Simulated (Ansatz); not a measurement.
Run report: WS$_{2}$, geometry relaxation

- system: WS$_{2}$ (R3m, 3 atoms in the cell)
- method: DFT PBE+D3(BJ), scalar-relativistic, plane waves, PAW, no spin polarisation (Ansatz 0.2.0)

The structure derives from an entry of the Crystallography Open Database. Figures and captions count atoms from 1; the log counts them from 0 in places.

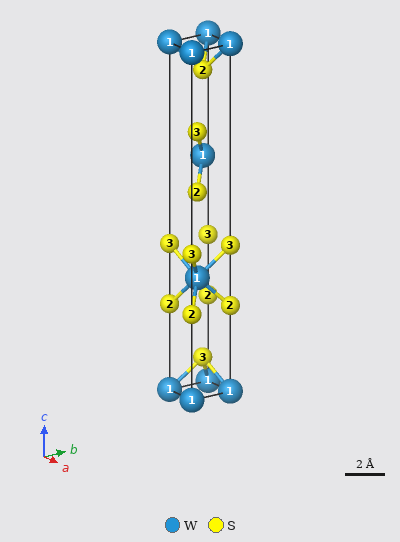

Figure 1. The starting structure (ball-and-stick view of the cell 3 times as large as that of the calculation, set on its symmetry axes, seen slightly off an axis; atoms are numbered from 1 in the order of the input). An atom can appear more than once, as a periodic image. Near neighbours in the periodic cell (some may lie outside the picture): W has 6 S at 2.41 Å; S has 3 W at 2.41 Å.

## Key numbers

- outcome: converged
- space group (tolerance 0.01 Å): R3m (160)
- electrons treated: 26
- free energy: −12192.6587 eV
- Fermi energy: 12.640 eV
- gap on the k-point mesh: 0.91 eV
- pressure: 0.03 GPa
- final volume: 52.13 Å³
- largest force (length of the vector) at the end: 0.001 eV/Å
- final cell: a = 6.308 Å, b = 6.308 Å, c = 6.308 Å, α = 28.98°, β = 28.98°, γ = 28.98°
- hardware: 4 threads of Intel Xeon @ 2.50GHz (Skylake/Cascade Lake), 189 GiB of memory available, shared host
- wall time: 37 s (CPU time 2.2 min)
- peak memory: 0.57 GiB

## Notes

Spin–orbit coupling is left out, which matters for W.

## Input file
```yaml
crystal:
  lattice:
    - [1.5783988366, 0.9112889932, 6.0519511852]
    - [-1.5783988366, 0.9112889932, 6.0519511852]
    - [0.0, -1.8225779864, 6.0519511852]
  atoms:
    - { symbol: W, position: [-0.0006337015, -0.0006337015, -0.0006337015] }
    - { symbol: S, position: [0.7527029161, 0.7527029161, 0.7527029161] }
    - { symbol: S, position: [0.5792307853, 0.5792307853, 0.5792307853] }
basis:
  ecutwfc: 420
kpoints:
  mp_grid: { grid: [12, 12, 12] }
hamiltonian:
  xc: pbe
  dispersion: d3bj
scf:
  occupations: { method: gaussian, width: 0.02 }
output:
  forces: true
  stress: true
  eigenvalues: true
relax:
  adjacent_minimum: "off"
  f_tol: 0.005
  max_steps: 80
  cell: { stress_tol: 0.05 }
```

Run as:
```bash
ansatz run input.yaml --threads 4 --pin off --max-ram 10240MiB --backend cpu --events-out ev --progress --plain --runs-dir out
```

## What the program printed
```
basis.fft_grid_basis auto: the FFT boxes are laid along the combinations [[1, 0, -1], [0, 1, -1], [0, 0, 1]] of the cell's own vectors, 3.157, 3.157 and 6.320 Å long. The dense box has 24×24×45 points. Along the cell's own vectors, as sized, it would have 45×45×45, 3.52 times as many. Of the 6 symmetry operations that the crystal satisfies within crystal.symmetry.tolerance (time reversal apart; of a slab, those that keep its plane) the dense box along the cell's own vectors carries 6, and the one as laid loses 4 of those. basis.fft_grid_basis: typed keeps the cell's own vectors: state it where this run's energies or levels are differenced outside the engine with another run's, or held beside a run that keeps those vectors.
Engine: ansatz 0.2.0, x86_64-unknown-linux-gnu
Pseudopotentials: kind: paw
Pseudopotential: W, paw, valence charge 14, recommended cutoff 420 eV (normal), W.paw.azcp
Pseudopotential: S, paw, valence charge 6, recommended cutoff 420 eV (normal), S.paw.azcp
Functional definition: PBE
  parameter kappa = 0.804
  parameter beta = 0.06672455060314922
  exchange = pbe_x(kappa = kappa, mu = beta*pi^2/3)
  correlation = pbe_c(beta = beta)
Crystal: 3 atoms, lattice volume = 52.230 Å³
Basis set: ecut = 420 eV, 999 PW (Γ), FFT grids on a1−a3, a2−a3, a3, exchange–correlation on 48×48×90 points (8 copies of the dense FFT grid, shifted against one another)
Bands: 17, of which v1, the nominal top of the filled ones, is band 13 counted from 1 (12 counted from 0)
Symmetry: 6 space group operations
Space group: R3m (ITA 160), of the structure as read, at distance tolerance 3.7e-5 Å
k-points: 189 of 1728 (time reversal used)
Non-local potential: W, projectors of the file, l = 0: 3, l = 1: 2, l = 2: 2, l = 3: 1
Non-local potential: S, projectors of the file, l = 0: 2, l = 1: 2, l = 2: 2
PAW form: soft (Blöchl's): semilocal exchange-correlation on the pseudo side does not see the compensation charge
PAW one-centre angular grid: W, 590 points (default); XC on 64 Gauss nodes
PAW one-centre angular grid: S, 110 points (default); XC on 64 Gauss nodes
Initial density: superposition of atomic densities (neutral atoms: chi_scale 0, normalization atom), corrected by the library's trained network
Initial wavefunctions: pseudopotential atomic-orbital guess
Functional: x = pbe(κ = 0.804, μ = 0.2195149727645171), c = pbe(β = 0.06672455060314922)
SCF iter   1: F=—  HF=-12192.653365 eV  |F-HF|=—  |Δ(HF+E_count)|=         —  Δρ=5.16e-3  dr2=5.43e-3  ethr=1.77e-3  ⟨swp⟩=6.0  Hψ=19099  notcnv=0
preconditioner: auto → none  [insulator: Δε(μ)=0.926 eV  Ē_g=8.827 eV  σ=0.020 eV  W_gap=1.00  n_scr=16 (ndim 8)  ℏωp=21.8 eV  f_vac=0.010  D(μ)=0.00/eV (n_scr^D=0)  ε∞_Penn≈7.1]
SCF iter   2: F=—  HF=-12192.656631 eV  |F-HF|=—  |Δ(HF+E_count)|=   3.27e-3  Δρ=2.66e-3  dr2=1.72e-3  ethr=2.09e-5  ⟨swp⟩=2.2  Hψ=6527  notcnv=0
SCF iter   3: F=—  HF=-12192.658676 eV  |F-HF|=—  |Δ(HF+E_count)|=   2.04e-3  Δρ=6.99e-4  dr2=6.66e-4  ethr=6.62e-6  ⟨swp⟩=2.0  Hψ=5292  notcnv=0
SCF iter   4: F=—  HF=-12192.658592 eV  |F-HF|=—  |Δ(HF+E_count)|=   8.38e-5  Δρ=1.44e-4  dr2=1.59e-5  ethr=2.56e-6  ⟨swp⟩=2.0  Hψ=4528  notcnv=0
SCF iter   5: F=—  HF=-12192.658592 eV  |F-HF|=—  |Δ(HF+E_count)|=   4.18e-8  Δρ=2.42e-5  dr2=7.67e-7  ethr=6.10e-8  ⟨swp⟩=2.0  Hψ=4641  notcnv=0
SCF iter   6: F=-12192.658592 eV  HF=-12192.658592 eV  |F-HF|=1.19e-8  |Δ(HF+E_count)|=   2.48e-8  Δρ=6.09e-6  dr2=3.35e-8  ethr=3.85e-10  ⟨swp⟩=6.1  Hψ=16012  notcnv=0
SCF 1 converged in 6 iterations: F = -12192.658592 eV  dr2 = 3.35e-8
  greatest PAW one-centre occupation: 1.000 electrons in one spin orbital (limit 2), on the W atom at site 0 (counted from 0), in its partial waves of l = 0
relax step   1: F+E_penalty+E_count = -12192.65859208 eV  Δ(F+E_penalty+E_count) = +0.000e0 eV  max|allowed force component| = 4.396e-2 eV/Å  Δτ_max = 0.0000 Å  P = -0.186 GPa  Ω = 52.230 Å³  (6 SCF iters, dr2 threshold 1.00e-7 eV, accepted)
Crystal: 3 atoms, lattice volume = 52.236 Å³
Initial density: handed on by an earlier stage of this run
Initial wavefunctions: those handed on with the density
iter 1 solved again at ethr=7.99e-8 eV; its pass at ethr=3.10e-3 eV (dr2=2.08e-5 eV) is discarded
SCF iter   1: F=—  HF=-12192.658621 eV  |F-HF|=—  |Δ(HF+E_count)|=         —  Δρ=2.16e-4  dr2=2.50e-5  ethr=7.99e-8  ⟨swp⟩=3.0  Hψ=20955  notcnv=0
preconditioner: auto → none  [insulator: Δε(μ)=0.920 eV  Ē_g=8.850 eV  σ=0.020 eV  W_gap=1.00  n_scr=16 (ndim 8)  ℏωp=21.8 eV  f_vac=0.010  D(μ)=0.00/eV (n_scr^D=0)  ε∞_Penn≈7.1]
SCF iter   2: F=—  HF=-12192.658609 eV  |F-HF|=—  |Δ(HF+E_count)|=   1.27e-5  Δρ=8.74e-5  dr2=2.63e-6  ethr=7.99e-8  ⟨swp⟩=2.0  Hψ=4456  notcnv=0
SCF iter   3: F=—  HF=-12192.658608 eV  |F-HF|=—  |Δ(HF+E_count)|=   3.19e-7  Δρ=2.85e-5  dr2=4.27e-7  ethr=1.01e-8  ⟨swp⟩=2.0  Hψ=4909  notcnv=0
iter 4 did not close the SCF: its close was put off for the readings that it lacked (scf_convergence_deferred on its scf_iter line)
SCF iter   4: F=-12192.658608 eV  HF=-12192.658608 eV  |F-HF|=3.86e-10  |Δ(HF+E_count)|=   5.49e-8  Δρ=1.01e-5  dr2=2.30e-8  ethr=1.64e-9  ⟨swp⟩=2.0  Hψ=4536  notcnv=0
iter 5 did not close the SCF: its close was put off for the readings that it lacked (scf_convergence_deferred on its scf_iter line)
SCF iter   5: F=-12192.658608 eV  HF=-12192.658608 eV  |F-HF|=7.09e-11  |Δ(HF+E_count)|=   5.38e-9  Δρ=1.43e-6  dr2=6.16e-10  ethr=8.83e-11  ⟨swp⟩=1.9  Hψ=4721  notcnv=0
SCF iter   6: F=-12192.658608 eV  HF=-12192.658608 eV  |F-HF|=7.28e-12  |Δ(HF+E_count)|=  1.73e-10  Δρ=2.11e-7  dr2=1.73e-11  ethr=2.37e-12  ⟨swp⟩=1.1  Hψ=8617  notcnv=0
SCF 2 converged in 6 iterations: F = -12192.658608 eV  dr2 = 1.73e-11
relax step   2: F+E_penalty+E_count = -12192.65860844 eV  Δ(F+E_penalty+E_count) = -1.636e-5 eV  max|allowed force component| = 2.867e-2 eV/Å  Δτ_max = 0.0018 Å  P = -0.009 GPa  Ω = 52.236 Å³  energy of the carried Pulay correction = -1.099e-6 eV  (6 SCF iters, dr2 threshold 3.00e-7 eV, accepted)
Crystal: 3 atoms, lattice volume = 52.134 Å³
iter 1 solved again at ethr=1.37e-7 eV; its pass at ethr=3.10e-3 eV (dr2=3.57e-5 eV) is discarded
SCF iter   1: F=—  HF=-12192.658709 eV  |F-HF|=—  |Δ(HF+E_count)|=         —  Δρ=2.08e-4  dr2=3.43e-5  ethr=1.37e-7  ⟨swp⟩=2.0  Hψ=19187  notcnv=0
preconditioner: auto → none  [insulator: Δε(μ)=0.913 eV  Ē_g=8.852 eV  σ=0.020 eV  W_gap=1.00  n_scr=16 (ndim 8)  ℏωp=21.8 eV  f_vac=0.009  D(μ)=0.00/eV (n_scr^D=0)  ε∞_Penn≈7.1]
SCF iter   2: F=—  HF=-12192.658701 eV  |F-HF|=—  |Δ(HF+E_count)|=   7.93e-6  Δρ=9.48e-5  dr2=4.55e-6  ethr=1.32e-7  ⟨swp⟩=2.0  Hψ=4536  notcnv=0
SCF iter   3: F=—  HF=-12192.658701 eV  |F-HF|=—  |Δ(HF+E_count)|=   6.19e-7  Δρ=4.87e-5  dr2=5.95e-7  ethr=1.75e-8  ⟨swp⟩=2.0  Hψ=4497  notcnv=0
iter 4 did not close the SCF: its close was put off for the readings that it lacked (scf_convergence_deferred on its scf_iter line)
SCF iter   4: F=-12192.658701 eV  HF=-12192.658701 eV  |F-HF|=9.35e-9  |Δ(HF+E_count)|=   4.28e-8  Δρ=1.13e-5  dr2=4.63e-8  ethr=2.29e-9  ⟨swp⟩=2.3  Hψ=4823  notcnv=0
iter 5 did not close the SCF: its close was put off for the readings that it lacked (scf_convergence_deferred on its scf_iter line)
SCF iter   5: F=-12192.658701 eV  HF=-12192.658701 eV  |F-HF|=1.07e-10  |Δ(HF+E_count)|=   6.06e-9  Δρ=1.17e-6  dr2=7.06e-10  ethr=1.78e-10  ⟨swp⟩=2.5  Hψ=4513  notcnv=0
SCF iter   6: F=-12192.658701 eV  HF=-12192.658701 eV  |F-HF|=3.64e-12  |Δ(HF+E_count)|=  2.55e-10  Δρ=2.07e-7  dr2=1.52e-11  ethr=2.71e-12  ⟨swp⟩=1.5  Hψ=9530  notcnv=0
SCF 3 converged in 6 iterations: F = -12192.658701 eV  dr2 = 1.52e-11
relax step   3: F+E_penalty+E_count = -12192.65870059 eV  Δ(F+E_penalty+E_count) = -9.216e-5 eV  max|allowed force component| = 9.316e-4 eV/Å  Δτ_max = 0.0028 Å  P = +0.027 GPa  Ω = 52.134 Å³  energy of the carried Pulay correction = +1.750e-5 eV  (6 SCF iters, dr2 threshold 9.86e-8 eV, accepted)
Initial wavefunctions: pseudopotential atomic-orbital guess (no wavefunctions were taken with the density)
iter 1 solved again at ethr=2.82e-7 eV; its pass at ethr=3.10e-3 eV (dr2=7.34e-5 eV) is discarded
SCF iter   1: F=—  HF=-12192.658684 eV  |F-HF|=—  |Δ(HF+E_count)|=         —  Δρ=4.20e-6  dr2=1.62e-9  ethr=2.82e-7  ⟨swp⟩=3.0  Hψ=27696  notcnv=0
eigensolver tolerance schedule: the retry pair's looser diagonalisation over-reported the residual by 45329.75 of it (diagonalisation noise at an unbounded share of the residual, at the tolerance the schedule requests for it); recorded, not acted on — ethr = c·dr2/N_el stays at c = 1.0e-1
preconditioner: auto → none  [insulator: Δε(μ)=0.915 eV  Ē_g=8.852 eV  σ=0.020 eV  W_gap=1.00  n_scr=16 (ndim 8)  ℏωp=21.8 eV  f_vac=0.009  D(μ)=0.00/eV (n_scr^D=0)  ε∞_Penn≈7.1]
SCF iter   2: F=—  HF=-12192.658682 eV  |F-HF|=—  |Δ(HF+E_count)|=   1.31e-6  Δρ=2.11e-6  dr2=6.35e-10  ethr=6.23e-12  ⟨swp⟩=4.0  Hψ=8588  notcnv=0
SCF iter   3: F=—  HF=-12192.658682 eV  |F-HF|=—  |Δ(HF+E_count)|=  1.15e-10  Δρ=9.99e-7  dr2=9.93e-11  ethr=2.44e-12  ⟨swp⟩=2.0  Hψ=4536  notcnv=0
iter 4 did not close the SCF: its close was put off for the readings that it lacked (scf_convergence_deferred on its scf_iter line)
SCF iter   4: F=-12192.658682 eV  HF=-12192.658682 eV  |F-HF|=0.00e0  |Δ(HF+E_count)|=  7.82e-11  Δρ=2.79e-7  dr2=9.87e-12  ethr=1.00e-12  ⟨swp⟩=2.1  Hψ=4848  notcnv=0
iter 5 did not close the SCF: its close was put off for the readings that it lacked (scf_convergence_deferred on its scf_iter line)
SCF iter   5: F=-12192.658682 eV  HF=-12192.658682 eV  |F-HF|=5.46e-12  |Δ(HF+E_count)|=    0.00e0  Δρ=7.16e-8  dr2=1.90e-12  ethr=1.00e-12  ⟨swp⟩=1.0  Hψ=3213  notcnv=0
iter 6 did not close the SCF: its close was put off for the readings that it lacked (scf_convergence_deferred on its scf_iter line)
SCF iter   6: F=-12192.658682 eV  HF=-12192.658682 eV  |F-HF|=0.00e0  |Δ(HF+E_count)|=  3.64e-12  Δρ=2.00e-8  dr2=1.45e-13  ethr=1.00e-12  ⟨swp⟩=1.0  Hψ=3213  notcnv=0
iter 7 did not close the SCF: its close was put off for the readings that it lacked (scf_convergence_deferred on its scf_iter line)
SCF iter   7: F=-12192.658682 eV  HF=-12192.658682 eV  |F-HF|=9.09e-12  |Δ(HF+E_count)|=  1.82e-12  Δρ=3.87e-9  dr2=6.04e-15  ethr=1.00e-12  ⟨swp⟩=1.0  Hψ=3213  notcnv=0
SCF iter   8: F=-12192.658682 eV  HF=-12192.658682 eV  |F-HF|=5.46e-12  |Δ(HF+E_count)|=  1.82e-12  Δρ=9.93e-10  dr2=8.64e-16  ethr=1.00e-12  ⟨swp⟩=3.1  Hψ=10931  notcnv=0
SCF 4 converged in 8 iterations: F = -12192.658682 eV  dr2 = 8.64e-16
relax step   4: F+E_penalty+E_count = -12192.65868245 eV  Δ(F+E_penalty+E_count) = +1.814e-5 eV  max|allowed force component| = 9.307e-4 eV/Å  Δτ_max = 0.0000 Å  P = +0.027 GPa  Ω = 52.134 Å³  stress off target by 2.71e-2 GPa  SCF on the basis re-selected at this cell (its energy is not comparable with the rows above)  (8 SCF iters)
```

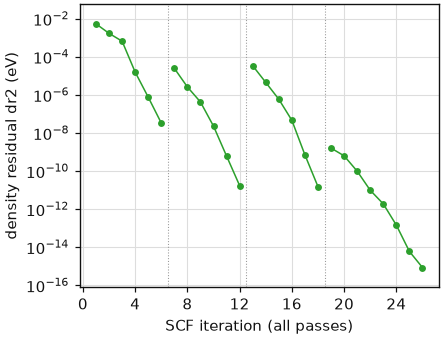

Figure 2. Convergence of the self-consistent field: density residual dr2 against the SCF iteration. The dotted lines part the SCF passes of the relaxation: geometry steps, rejected trials and re-solves on a re-selected basis. The passes take 6, 6, 6 and 8 iterations.

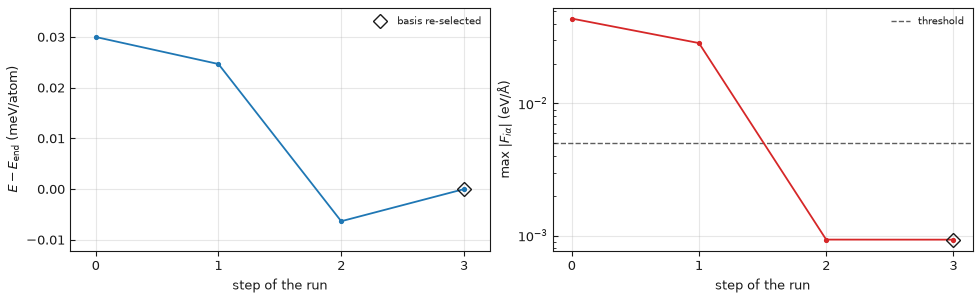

Figure 3. Progress of the relaxation, step by step (the first geometry is step 0 here and step 1 in the log). The atoms keep their places relative to the cell (all moves are under 0.005 Å). The volume changes by −0.2 %, with a = b stay at 3.157 Å, c 18.156 → 18.118 Å (−0.2 %). The space group stays R3m (No. 160). The energy falls by next to nothing (0.0 meV per atom) in 2 geometry steps. Largest force component: 0.044 eV/Å at the start, 0.00093 eV/Å at the end. Pressure: −0.19 GPa at the start and 0.03 GPa at the end. A last SCF at the same geometry on a re-selected plane-wave basis shifts the energy by +0.0 meV per atom. (Atoms are counted from 1 in the order of the input.)

```
basis re-selected at this cell: Δ(F+E_penalty+E_count) = +1.814e-5 eV, ΔP = -0.000 GPa vs the last step (what re-selecting the basis moved, of the pressure what is left beyond the Pulay correction that the steps carried, after the strain that the cell walked since its last selection, with what the two solves' SCF thresholds leave and, on support functions, any second-order correction that the steps lacked; it is no measure of the basis error at this ecutwfc). This SCF's stress stands 2.71e-2 GPa from its target on what of the cell is left free (relax.cell.stress_tol is 5.00e-2 GPa) and its largest allowed force component is 9.31e-4 eV/Å (relax.f_tol is 5.00e-3 eV/Å): within both
SCF converged after 8 iterations
Free energy (F): -12192.658682 eV
Harris-Foulkes:  -12192.658682 eV  (|F-HF|=5.46e-12)
Internal energy: -12192.658682 eV  (E = F + TS)
E sigma→0 (E₀):  -12192.658682 eV
Fermi energy:    12.639519 eV
--- Per-component energies (eV) ---
  E_band       = -177.212194
  E_kinetic    = 667.338727
  E_local      = -1662.088515  (includes V_loc(G=0)·N_el)
  E_nonlocal   = 57.433894
  E_hartree    = 655.466476
  E_xc         = -462.631217
  E_vxc        = -415.691891  (∫ρ·V_xc dr)
  E_paw        = -9763.171023  (= ΣΔE_a)
  E_vpaw       = -135.137300  (= ΣTr[D̂ρ^β])
  E_aug_tail   = -0.000062  (compensation charges beyond the density's cutoff)
  E_ewald      = -1683.696277
  E_disp       = -1.310686  (pairwise vdW)
  E_smearing   = -0.000000  (= −TS)
  E_closure    = 0.000000  (closes the sum)
  Σ components = -12192.658682   (vs F -12192.658682, Δ=0.00e0)
--- Forces (eV/Å), atoms counted from 1 ---
  atom   1  W     -0.00000000    -0.00000000     0.00093045
  atom   2  S     -0.00000000     0.00000000    -0.00004422
  atom   3  S     -0.00000000    -0.00000000    -0.00088684
  max |Σ_I F_I| component: 6.20e-7 eV/Å
--- Stress (GPa, compression-positive) ---
        0.027147       0.000000      -0.000000
        0.000000       0.027147       0.000000
       -0.000000       0.000000       0.025484
  P = ⅓ Tr σ = 0.0266 GPa (0.266 kbar)
--- Band table (eV; the first three rows and the last of 189) ---
  k-point 0: bands = ["-62.4628", "-26.7645", "-26.5825", "-26.5825", "-3.5872", "-1.5258", "4.3494", "8.6200", "8.6200", "9.8322", "9.8322", "10.7560", "10.8324", "14.2998", "14.2998", "14.6116", "14.6116"]
  k-point 1: bands = ["-62.4616", "-26.7599", "-26.6075", "-26.5883", "-3.4675", "-1.4933", "4.4984", "8.3164", "8.7378", "9.4069", "9.6427", "10.7337", "10.9788", "14.2051", "14.3208", "14.4616", "14.5651"]
  k-point 2: bands = ["-62.4581", "-26.7476", "-26.6751", "-26.6040", "-3.1251", "-1.3998", "4.9048", "7.6088", "8.6213", "9.0623", "9.2045", "10.6057", "10.8739", "13.6278", "14.2980", "14.5219", "14.9890"]
  k-point 188: bands = ["-62.4628", "-26.7646", "-26.5825", "-26.5825", "-3.2889", "-2.0814", "5.5917", "8.1272", "8.5962", "8.5962", "9.8813", "9.8813", "12.1826", "14.3829", "14.3829", "14.4675", "14.4675"]
--- Relaxed structure (3 steps of the walk, 3 accepted, 1 SCFs on fresh bases) ---
  F+E_penalty+E_count = -12192.65868245 eV   max|allowed force component| = 9.307e-4 eV/Å   (the final SCF, on the basis selected at the relaxed cell)
  cell:  # Å, volume = 52.1342 Å³
    - [1.5786015671566123, 0.9114060397410354, 6.039306026429415]
    - [-1.5786015671566123, 0.9114060397410354, 6.039306026429415]
    - [4.852912492422841e-19, -1.8228120794820708, 6.039306026429415]
  atoms:
    - { symbol: W, position: [-0.0006554633494490182, -0.0006554633494490182, -0.0006554633494490182] }
    - { symbol: S, position: [0.7527776226256829, 0.7527776226256829, 0.7527776226256829] }
    - { symbol: S, position: [0.5791778406237659, 0.5791778406237659, 0.5791778406237659] }
```

## Trajectory as extended XYZ (Å, eV, eV/Å), 4 frames, from step=1 to step=4
```
3
Lattice="1.5784 0.9113 6.0520 -1.5784 0.9113 6.0520 0.0000 -1.8226 6.0520" Properties=species:S:1:pos:R:3:forces:R:3 step=1 energy=-12192.65859 pressure_GPa=-0.19
W     0.0000    0.0000   -0.0115    0.0000   0.0000  -0.0186
S     0.0000    0.0000   13.6660    0.0000   0.0000  -0.0254
S     0.0000    0.0000   10.5164    0.0000   0.0000   0.0440
3
Lattice="1.5797 0.9120 6.0426 -1.5797 0.9120 6.0426 0.0000 -1.8241 6.0426" Properties=species:S:1:pos:R:3:forces:R:3 step=2 energy=-12192.65861 pressure_GPa=-0.01
W     0.0000    0.0000   -0.0120    0.0000   0.0000   0.0049
S     0.0000    0.0000   13.6435    0.0000   0.0000   0.0238
S     0.0000    0.0000   10.5020    0.0000   0.0000  -0.0287
3
Lattice="1.5786 0.9114 6.0393 -1.5786 0.9114 6.0393 0.0000 -1.8228 6.0393" Properties=species:S:1:pos:R:3:forces:R:3 step=3 energy=-12192.65870 pressure_GPa=0.03
W     0.0000    0.0000   -0.0119    0.0000   0.0000   0.0009
S     0.0000    0.0000   13.6388    0.0000   0.0000  -0.0001
S     0.0000    0.0000   10.4935    0.0000   0.0000  -0.0009
3
Lattice="1.5786 0.9114 6.0393 -1.5786 0.9114 6.0393 0.0000 -1.8228 6.0393" Properties=species:S:1:pos:R:3:forces:R:3 step=4 energy=-12192.65868 pressure_GPa=0.03
W     0.0000    0.0000   -0.0119    0.0000   0.0000   0.0009
S     0.0000    0.0000   13.6388    0.0000   0.0000   0.0000
S     0.0000    0.0000   10.4935    0.0000   0.0000  -0.0009
```

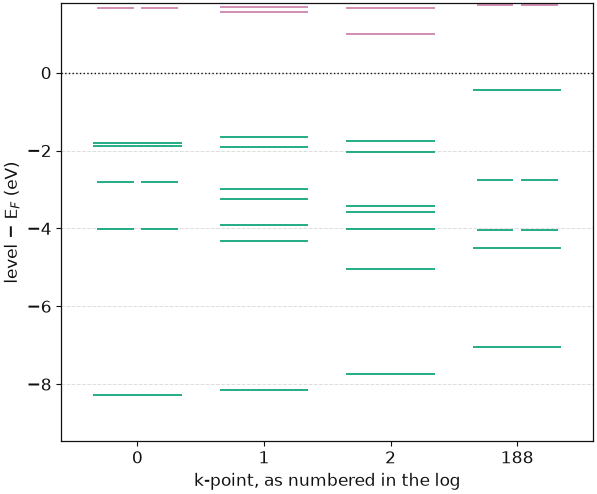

Figure 4. Kohn–Sham levels near the Fermi level (dotted) at the few k-points that the log prints; levels within 0.02 eV of each other stand side by side. Among these points the highest filled and lowest empty levels are 1.45 eV apart; the gap on the full mesh, 0.91 eV, has an edge at a point that isn't printed.
